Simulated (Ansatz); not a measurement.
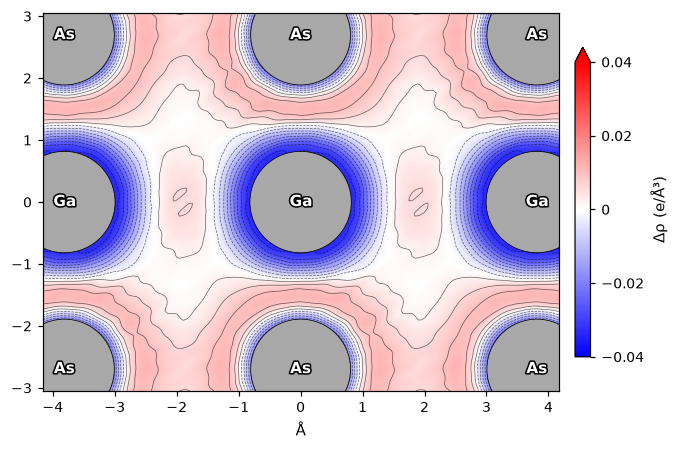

GaAs. Difference of the valence pseudo-densities of two functionals at the same geometry, on the (011̄) plane of the calculation cell: HF less r2SCANH.

Space group Fm-3m; a generated structure, not necessarily the stable one.

Both computed with Ansatz (plane waves, PAW), on the same k-point mesh. Grey discs cover the atomic cores.

> Where does the change of functional move the electrons?

Against r2SCANH, HF gives less density around Ga (−0.028 e/Å³ on average at 1.0 Å from the nucleus), more density in the space between the atoms (+0.004 e/Å³ on average) and a change of +0.007 e/Å³ at the midpoint of Ga–As.
